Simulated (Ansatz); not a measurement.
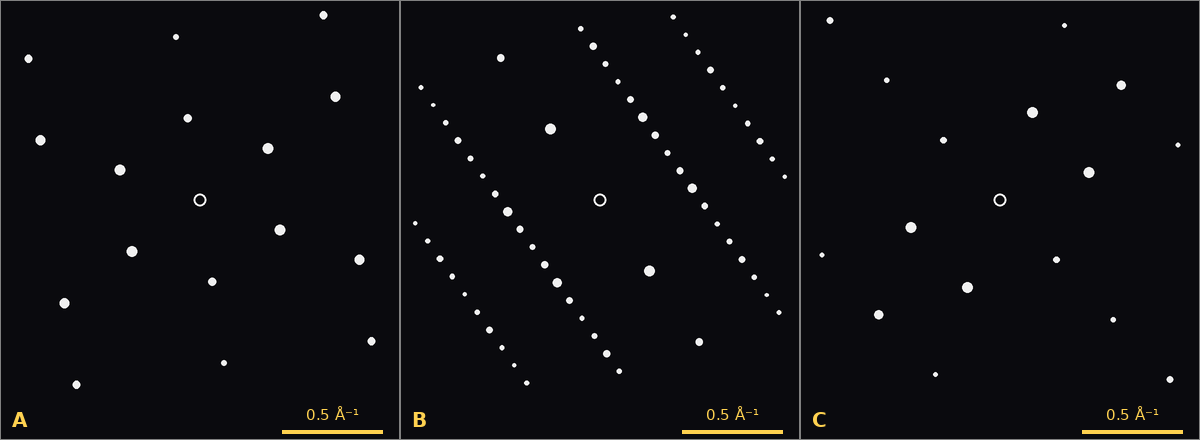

Simulated selected-area electron diffraction patterns (200 kV, kinematic approximation, thin crystal, B = 0.5 Å² for all atoms).

All three come from Pd, space group P6_3/mmc (No. 194), a = 2.803 Å, c = 9.236 Å (hexagonal axes). Structure: the geometry relaxed with Ansatz, DFT, revPBE, plane waves (420 eV) with PAW, scalar-relativistic; the starting structure was generated, so it need not be a known form of this composition.

Assign the zone axes [100], [101], [201] to A, B and C.

A is [101]: centred rectangular net of 0 1 0 at d = 2.43 Å and 1 0 -1 at d = 2.35 Å, at 61.1°. B is [100]: rectangular net of 0 0 1 (itself extinct) at d = 9.24 Å and 0 1 0 at d = 2.43 Å, at 90.0°. C is [201]: centred rectangular net of 0 1 0 at d = 2.43 Å and 1 0 -2 at d = 2.15 Å, at 63.7°.
